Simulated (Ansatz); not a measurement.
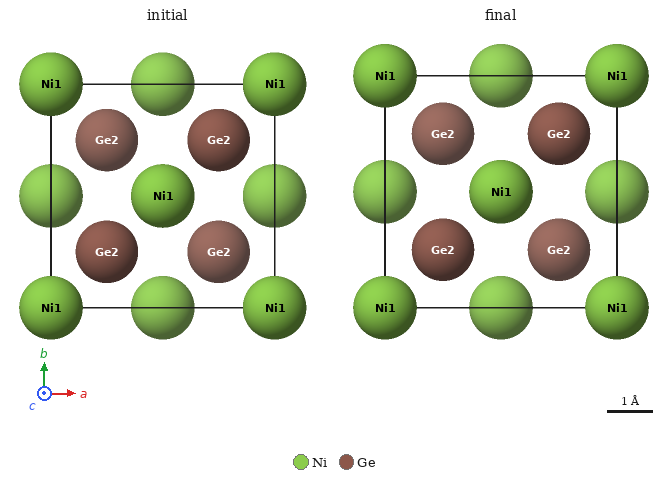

The structure of solid NiGe (built on the zinc blende type) (coarse preliminary run) before (left) and after (right) a relaxation, at one scale.

A spheres-only model of the conventional cell (4 times the calculation's cell), seen along the c axis. Lengths and directions refer to the drawn axes.

Theory: Ansatz, DFT r2SCAN, scalar-relativistic, plane waves, PAW.

The input:
```yaml
crystal:
  lattice:
    - [0.0, 2.5377763786, 2.5377763786]
    - [2.5377763786, 0.0, 2.5377763786]
    - [2.5377763786, 2.5377763786, 0.0]
  atoms:
    - { symbol: Ni, position: [0.0, 0.0, 0.0] }
    - { symbol: Ge, position: [0.25, 0.25, 0.25] }
basis:
  ecutwfc: 500
kpoints:
  mp_grid: { grid: [6, 6, 6] }
hamiltonian:
  xc: r2scan
scf:
  occupations: { method: gaussian, width: 0.1 }
output:
  forces: true
  stress: true
  eigenvalues: true
relax:
  adjacent_minimum: "off"
  f_tol: 0.05
  max_steps: 80
  cell: { stress_tol: 0.5 }
```

Run as
```bash
ansatz run input.yaml --threads 1 --pin off --max-ram 2560MiB --backend cpu --events-out ev --progress --plain --runs-dir out
```

### Summarise the run.

No atom moves by more than 0.005 Å relative to the cell. The volume changes by +11.7 %, with a = b = c 5.076 → 5.267 Å (+3.8 %). Near-neighbour distances that change, for instance: Ni1–Ge2 2.198 → 2.281 Å. The space group stays F-43m (No. 216). After 3 accepted moves (4 points after the start) the energy has fallen by 0.150 eV per cell of the calculation. All forces vanish by symmetry, so only the cell relaxes. Pressure: 13.69 GPa at the start and 0.11 GPa at the end. The SCF was repeated once at an unchanged geometry on a basis and grid sized afresh for the cell, which shifted the energy by 3.3 meV per cell of the calculation at most. The run took 39 s on 1 thread of Intel(R) Xeon(R) Processor @ 2.50GHz (Skylake/Cascade Lake), with other jobs on the host, peak memory 0.47 GiB.

Limits of the set-up: an element that often carries a moment was run without spin polarisation.
